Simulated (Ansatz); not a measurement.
System: fluorite-type BaF₂, space group Fm-3m (No. 225), 3 atoms in the primitive cell, relaxed with r2SCAN; cubic a = 6.194 Å. Starting point: HSE06, Ansatz PAW set, no spin polarisation, no spin-orbit coupling, 6×6×6 k mesh, 420 eV cutoff, fixed occupations (Ansatz 0.2.0). Many-body step: G0W0 with empty bands 440, screening cutoff 220 eV and frequency treatment contour deformation.

In HSE06 the smallest gap over these k points is 8.79 eV, with direct gaps of 8.88 eV at Γ, 9.43 eV at X and 10.05 eV at (0.00, 0.17, −0.17).

> What does G0W0 give?

Over the k points that were corrected, the smallest gap goes from 8.79 eV in HSE06 ((0.00, 0.17, −0.17) to Γ) to 10.55 eV in G0W0 ((0.00, 0.17, −0.17) to Γ), a change of +1.76 eV (+20 %). Counted from the valence top, the lowest empty level moves by +1.76 eV at Γ, +2.01 eV at X and +1.83 eV at (0.00, 0.17, −0.17); over the 16 points that were corrected the shifts run from +1.76 to +2.29 eV: a spread of 0.53 eV on a mean of 1.96 eV, so one scissor shift doesn't describe this level. Only two empty levels a point were corrected, so a higher one could drop under them. The quasiparticle weight (renormalisation factor) lies between 0.81 and 0.90 for the top filled and first empty levels.

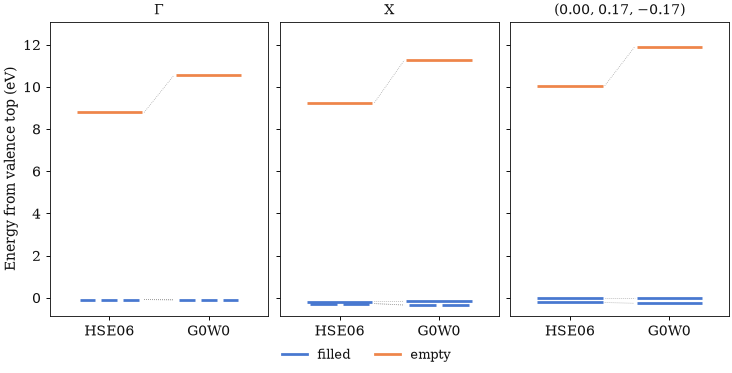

Levels at Γ, X and (0.00, 0.17, −0.17) in HSE06 and in G0W0, each set counted from its own valence top. Degenerate partners of corrected states are drawn at the same energy at named points, and can be missing at the others.

| k point | HSE06 direct gap (eV) | G0W0 direct gap (eV) |
| --- | --- | --- |
| Γ | 8.88 | 10.64 |
| X | 9.43 | 11.43 |
| (0.00, 0.17, −0.17) | 10.05 | 11.89 |

Spin-orbit coupling is left out, which matters for Ba. The PAW data sets were made with another functional. Bands, cutoffs and mesh are finite, so these values aren't at the basis limit.
